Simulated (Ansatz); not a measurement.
# Band-structure calculation, with input and output: MoSi₂

MoSi₂ (I4/mmm, 3 atoms in the cell), computed with DFT, PBE, all-electron LAPW, scalar-relativistic, no spin polarisation (Ansatz 0.2.0).

The structure derives from an entry of the Crystallography Open Database. It belongs to a series of runs on one base structure; here: zz strain of -3 %. Figures and captions count atoms from 1; the log counts them from 0 in places.

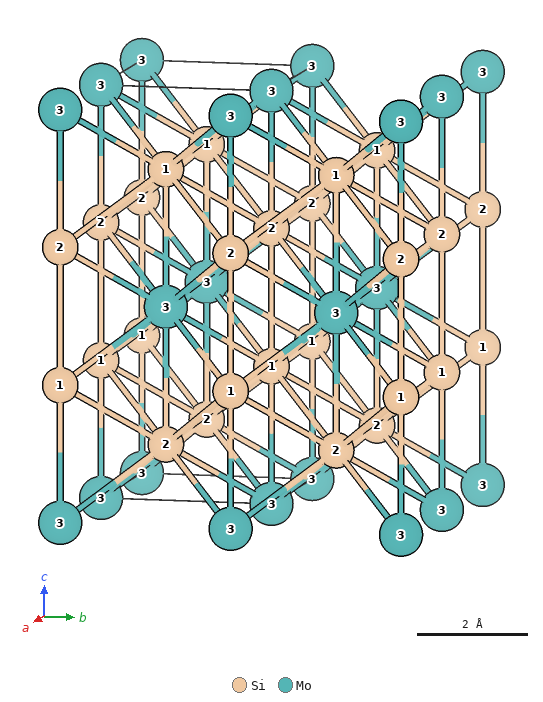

**Figure 1.** The structure (ball-and-stick view of the cell 2 times as large as that of the calculation, set on its symmetry axes, repeated 2 × 2 × 1, seen slightly off an axis; atoms are numbered from 1 in the order of the input).

## The input
```yaml
crystal:
  lattice:
    - [-1.6, 1.6, 3.812585]
    - [1.6, -1.6, 3.812585]
    - [1.6, 1.6, -3.812585]
  atoms:
    - { symbol: Si, position: [0.333, 0.333, 0.0] }
    - { symbol: Si, position: [0.667, 0.667, 0.0] }
    - { symbol: Mo, position: [0.0, 0.0, 0.0] }
kpoints:
  mp_grid: { grid: [12, 12, 16] }
  band_path:
    path:
      - [0.0, 0.0, 0.0]
      - [0.0, 0.0, 0.5]
      - [0.25, 0.25, 0.25]
      - [0.0, 0.5, 0.0]
      - [0.0, 0.0, 0.0]
      - [0.5, 0.5, -0.5]
      - [0.2940292111, 0.7059707889, -0.2940292111]
      - [-0.2940292111, 0.2940292111, 0.2940292111]
      - [0.0, 0.0, 0.0]
    npoints: 5
scf:
  occupations: { method: fermi_dirac, width: 0.03 }
hamiltonian:
  xc: pbe
  pseudopotentials: { kind: all_electron, lapw: { basis_error: 0.001 } }
output:
  forces: true
  stress: true
  eigenvalues: true
```

Hardware: 1 thread of Intel Xeon (Sapphire Rapids), 64 GiB of memory available, shared host.

Launch command:
```bash
ansatz run input.yaml --threads 1 --pin off --max-ram 6144MiB --backend cpu --events-out ev --progress --plain --runs-dir out
```

## Output
```
Warning: crystal.symmetry: narrowed to the stabiliser of the k-point mesh — unitary ops 16 → 4; excluded 12 operations that carry a point of the 12×12×16 mesh (shift [0, 0, 0]) off the mesh (the run samples exactly the mesh kpoints.mp_grid names, as under crystal.symmetry.detect: false, and its converged state has the mesh's symmetry, not the crystal's; ε∞, the Born charges and the force constants of a linear response (`dielectric:` by the response, `phonons.method: dfpt`) are averaged over those of the crystal's operations that the state keeps within a tolerance, where `mesh_tensors`, `unaveraged_element` or `gamma_mean_max_change_ev_ang2` stands beside them; a row that `dielectric.field_direction` solves alone is averaged likewise, with nothing beside; a Γ-centred mesh of equal divisions is mapped onto itself by every operation and keeps the whole group, as does a half-shifted one under kpoints.further_shifts: images)
LAPW: plane waves up to 7.928 Å⁻¹, error target 1.0e-3 eV per atom; small_component_spin mean_spin; Si in spheres of 1.143 Å, 12 of its electrons in bands, Dirac shells []; Mo in spheres of 1.396 Å, 30 of its electrons in bands, Dirac shells [] (how accurate: hamiltonian.pseudopotentials.lapw.basis_error, Limitations)
Engine: ansatz 0.2.0, x86_64-unknown-linux-gnu
Pseudopotentials: kind: all_electron
Pseudopotential: Si, LAPW, valence charge 12, lapw/all_electron/scalar/gaussian/Si, Koelling and Harmon's equation, gaussian nucleus
Pseudopotential: Mo, LAPW, valence charge 30, lapw/all_electron/scalar/gaussian/Mo, Koelling and Harmon's equation, gaussian nucleus
Functional definition: PBE
  parameter kappa = 0.804
  parameter beta = 0.06672455060314922
  exchange = pbe_x(kappa = kappa, mu = beta*pi^2/3)
  correlation = pbe_c(beta = beta)
Crystal: 3 atoms, lattice volume = 39.041 Å³
Basis set: ecut = 239.4868840717163 eV, 313 PW (Γ), FFT grids on a1+a3, a2+a3, a3, exchange–correlation at level 2
Bands: 33, of which v1, the nominal top of the filled ones, is band 27 counted from 1 (26 counted from 0)
Symmetry: 4 space group operations
k-points: 632 of 2304
Non-local potential: Si, projectors of the file, none
Non-local potential: Mo, projectors of the file, none
Initial density: superposition of atomic densities (chi_scale 0.1, normalization cell, long waves kept (reshape's long-wave potential 0.00 eV rms))
Initial wavefunctions: plane waves of lowest kinetic energy (no species holds an atomic orbital)
Functional: x = pbe(κ = 0.804, μ = 0.2195149727645171), c = pbe(β = 0.06672455060314922)
iter 1 solved again at ethr=1.83e-3 eV; its pass at ethr=1.00e-1 eV (dr2=9.87e-1 eV) is discarded
SCF iter   1: F=—  HF=-125964.594294 eV  |F-HF|=—  |Δ(HF+E_count)|=         —  Δρ=4.68e-2  dr2=9.89e-1  ethr=1.83e-3  ⟨swp⟩=2.0  Hψ=134270  notcnv=0
preconditioner: auto → Kerker (q_TF=auto, 2.880 Å⁻¹)  [metal: Δε(μ)=0.004 eV  Ē_g=9.304 eV  σ=0.030 eV  W_gap=0.03  n_scr=14 (ndim 8)  ℏωp=22.2 eV  f_vac=0.000  D(μ)=0.27/eV (n_scr^D=0)]
SCF iter   2: F=—  HF=-125963.966537 eV  |F-HF|=—  |Δ(HF+E_count)|=   6.28e-1  Δρ=2.55e-2  dr2=4.04e-1  ethr=1.83e-3  ⟨swp⟩=3.0  Hψ=61867  notcnv=0  defer=1
SCF iter   3: F=—  HF=-125963.800235 eV  |F-HF|=—  |Δ(HF+E_count)|=   1.66e-1  Δρ=1.50e-2  dr2=6.00e-2  ethr=7.48e-4  ⟨swp⟩=2.0  Hψ=58991  notcnv=0
SCF iter   4: F=—  HF=-125963.784198 eV  |F-HF|=—  |Δ(HF+E_count)|=         —  Δρ=3.84e-3  dr2=7.04e-3  ethr=1.11e-4  ⟨swp⟩=2.0  Hψ=61888  notcnv=0  defer=1
the basis was enlarged: its passes take 508.7 KiB over the memory plan, 1 of 1 planned eigensolver slots
SCF iter   5: F=—  HF=-125963.784458 eV  |F-HF|=—  |Δ(HF+E_count)|=   2.60e-4  Δρ=1.92e-3  dr2=2.37e-3  ethr=1.30e-5  ⟨swp⟩=2.0  Hψ=60673  notcnv=0
SCF iter   6: F=—  HF=-125963.783408 eV  |F-HF|=—  |Δ(HF+E_count)|=   1.05e-3  Δρ=8.99e-4  dr2=5.47e-4  ethr=4.39e-6  ⟨swp⟩=2.0  Hψ=58173  notcnv=0
iter 7 solved again at ethr=4.42e-8 eV; its pass at ethr=1.01e-6 eV (dr2=2.38e-5 eV) is discarded
SCF iter   7: F=—  HF=-125963.783128 eV  |F-HF|=—  |Δ(HF+E_count)|=   2.80e-4  Δρ=1.83e-4  dr2=2.38e-5  ethr=4.42e-8  ⟨swp⟩=2.0  Hψ=100545  notcnv=0
SCF iter   8: F=—  HF=-125963.783122 eV  |F-HF|=—  |Δ(HF+E_count)|=   6.81e-6  Δρ=3.42e-5  dr2=8.41e-7  ethr=4.42e-8  ⟨swp⟩=2.0  Hψ=58172  notcnv=0
SCF iter   9: F=—  HF=-125963.783122 eV  |F-HF|=—  |Δ(HF+E_count)|=   3.01e-9  Δρ=1.55e-5  dr2=1.93e-7  ethr=1.56e-9  ⟨swp⟩=2.0  Hψ=58172  notcnv=0
SCF iter  10: F=-125963.783122 eV  HF=-125963.783122 eV  |F-HF|=4.18e-9  |Δ(HF+E_count)|=   5.59e-8  Δρ=2.21e-6  dr2=2.93e-9  ethr=3.57e-10  ⟨swp⟩=2.0  Hψ=58172  notcnv=0
SCF 1 converged in 10 iterations: F = -125963.783122 eV  dr2 = 2.93e-9
```

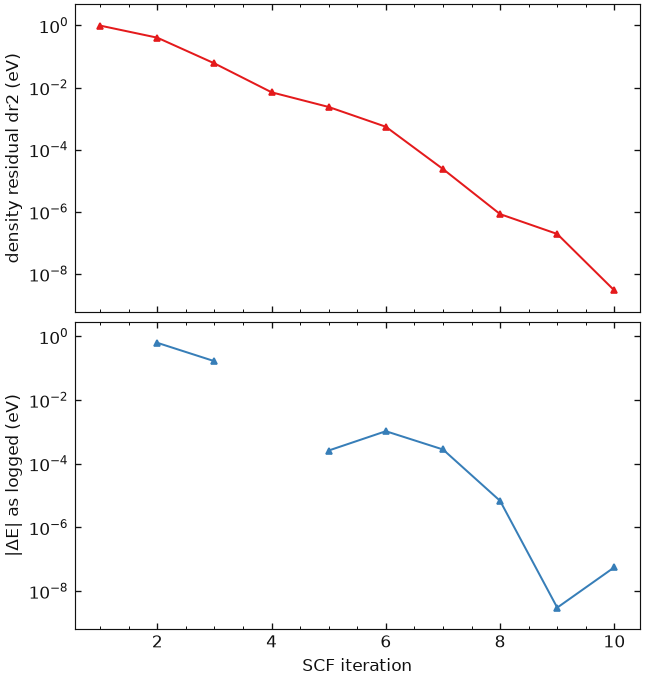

**Figure 2.** Convergence of the self-consistent field: density residual dr2 and size of the energy change against the SCF iteration. The residual falls at every step.

```
NSCF: frozen V_eff on 41 k-points
SCF converged after 10 iterations
Free energy (F): -125963.783122 eV
Harris-Foulkes:  -125963.783122 eV  (|F-HF|=4.18e-9)
Internal energy: -125963.782534 eV  (E = F + TS)
E sigma→0 (E₀):  -125963.782828 eV
Entropy (-TS):   -0.000587 eV (-0.196 meV/atom)
Fermi energy:    18.690553 eV
--- Per-component energies (eV) ---
  E_band       = -5435.226769
  E_kinetic    = 130014.264155
  E_xc         = -4513.504289
  E_electrostatic = -251464.542400  (all electrons and nuclei)
  E_smearing   = -0.000587  (= −TS)
  E_closure    = 0.000000  (closes the sum)
  E_atoms      = -125940.636991  (free atoms, spherical and without spin; not in F)
  Σ components = -125963.783122   (vs F -125963.783122, Δ=0.00e0)
  Basis errors (estimates in eV, not in F): energy 3.3e-4 per atom: plane waves 2.9e-4 (1.5e-4 summed), levels above the bands 9.9e-82, relativity 2.6e-8, radial functions 4.5e-5, core shells 8.1e-8; eigenvalues (radial functions only) 1.9e-6; not estimated: angular momenta, meshes, grids; target (lapw.basis_error) 1.0e-3; muffin-tin radii Si 1.143 Å, Mo 1.396 Å
--- Forces (eV/Å), atoms counted from 1 ---
  atom   1  Si     0.00099280     0.00099280     0.25650313
  atom   2  Si    -0.00099280    -0.00099280    -0.25650313
  atom   3  Mo    -0.00000000    -0.00000000     0.00000000
  max |Σ_I F_I| component: 3.16e-30 eV/Å
--- Stress (GPa, compression-positive) ---
        5.835259      -0.014221      -0.009213
       -0.014221       5.835259      -0.009213
       -0.009213      -0.009213      19.047216
  P = ⅓ Tr σ = 10.2392 GPa (102.392 kbar)
--- Band table (eV; the first three rows and the last of 632) ---
  k-point 0: bands = ["-356.6494", "-356.6490", "-356.6220", "-198.5465", "-198.5182", "-198.5166", "-198.5019", "-198.5015", "-115.6608", "-115.6585", "-71.7110", "-71.7108", "-71.7056", "-71.7053", "-71.6932", "-71.6844", "-41.9505", "-16.1197", "-16.0387", "-16.0375", "5.0795", "12.2671", "15.6336", "15.7276", "15.8614", "15.8624", "19.0184", "21.7403", "21.8659", "22.2471", "22.2480", "23.0683", "24.0918"]
  k-point 1: bands = ["-356.6494", "-356.6490", "-356.6220", "-198.5465", "-198.5182", "-198.5166", "-198.5019", "-198.5015", "-115.6608", "-115.6585", "-71.7111", "-71.7106", "-71.7056", "-71.7056", "-71.6931", "-71.6844", "-41.9491", "-16.1178", "-16.0474", "-16.0471", "5.2014", "12.3736", "15.0019", "15.5516", "15.6679", "16.6356", "18.5495", "21.5298", "22.0369", "22.0909", "22.3151", "23.3791", "24.2887"]
  k-point 2: bands = ["-356.6494", "-356.6490", "-356.6220", "-198.5465", "-198.5182", "-198.5166", "-198.5019", "-198.5015", "-115.6607", "-115.6586", "-71.7112", "-71.7100", "-71.7065", "-71.7056", "-71.6928", "-71.6845", "-41.9451", "-16.1126", "-16.0751", "-16.0709", "5.5598", "12.6638", "14.3440", "14.8358", "15.7761", "17.3236", "17.4861", "21.1081", "22.0421", "22.4701", "22.4974", "23.6835", "25.0963"]
  k-point 631: bands = ["-356.6494", "-356.6490", "-356.6220", "-198.5465", "-198.5182", "-198.5166", "-198.5019", "-198.5015", "-115.6602", "-115.6591", "-71.7115", "-71.7112", "-71.7052", "-71.7049", "-71.6900", "-71.6875", "-41.9496", "-16.1523", "-16.0411", "-16.0399", "7.1190", "8.5635", "15.0677", "16.3439", "18.0251", "18.0260", "18.1576", "18.1586", "19.1898", "24.0362", "24.4071", "24.8054", "27.0941"]
```

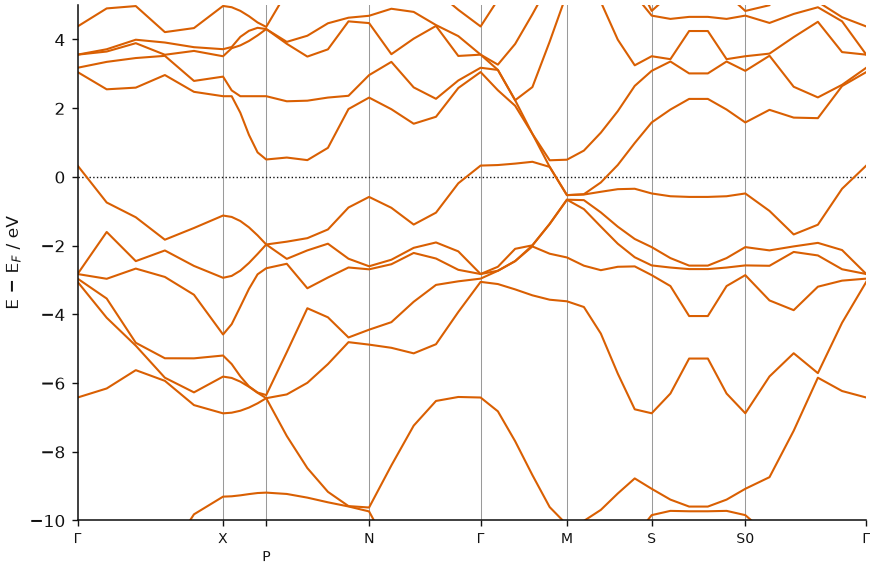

**Figure 3.** Band structure along Γ–X–P–N–Γ–M–S–S0–Γ, with energies from the Fermi level. Bands cross the Fermi level: a metal at this level of theory.

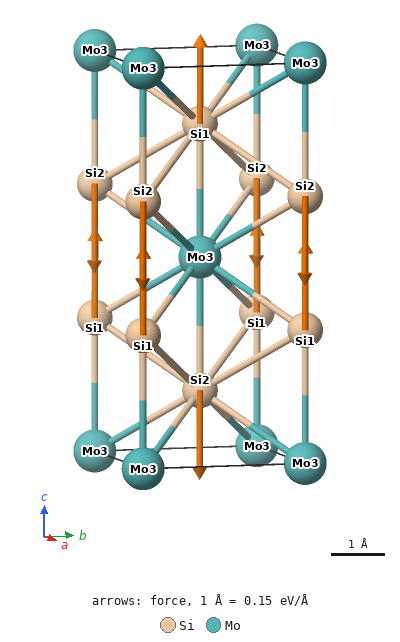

**Figure 4.** Forces on the atoms as orange arrows (ball-and-stick view of the cell 2 times as large as that of the calculation, set on its symmetry axes, seen slightly off an axis; atoms are numbered from 1 in the order of the input). The largest act on Si1, Si2 (0.26 eV/Å). The geometry is not a stationary point of this energy.

## Summary

| quantity | value |
| --- | --- |
| outcome | converged |
| space group (tolerance 0.01 Å) | I4/mmm (139) |
| electrons in bands (core shells apart) | 54 |
| free energy | −125963.7831 eV |
| Fermi energy | 18.691 eV |
| pressure | 10.24 GPa |
| electronic character | metal |
| largest force (length of the vector) | 0.257 eV/Å |
| wall time | 2.3 min |
| peak memory | 1.8 GiB |

The program warns: the k-point mesh lowers the symmetry that the run can use.
